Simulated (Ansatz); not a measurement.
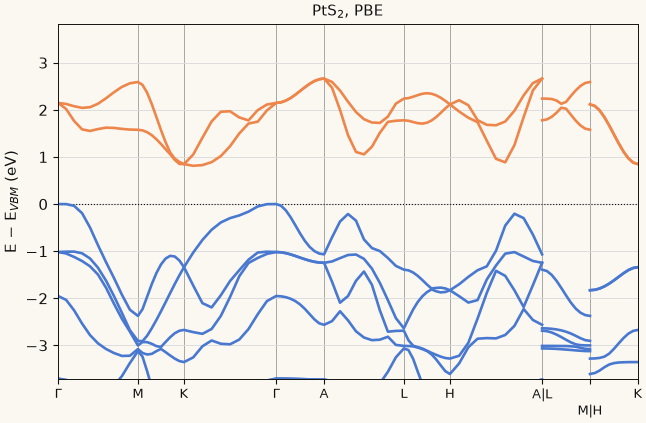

Band structure of CdI2-type PtS2, space group P-3m1 (No. 164), 3 atoms in the cell, relaxed with r2SCAN+rVV10 (a = 3.553 Å, c = 5.123 Å (hexagonal axes)). Method: PBE, Ansatz PAW set, no spin polarisation, no spin-orbit coupling, 12×12×6 k mesh, 420 eV cutoff (Ansatz). Energies are counted from the top of the valence band.

The bands leave a gap. The gap along this path is 0.81 eV and indirect, from the valence-band top at Γ to the conduction-band bottom between K and Γ; the smallest direct gap is 1.34 eV, between H and A. Points of the k mesh off the path narrow it to 0.71 eV. At K the lowest conduction band lies only 0.04 eV higher. The top valence level at Γ is a single band, not degenerate (spin aside). The top valence band spans 2.4 eV and the lowest conduction band 1.9 eV. The direct gaps are 2.19 eV at K, 3.94 eV at H and 3.95 eV at M.

Spin-orbit coupling is left out, which matters for Pt. LDA, GGA and most meta-GGA functionals understate gaps. The cell is at 4 GPa in this functional.
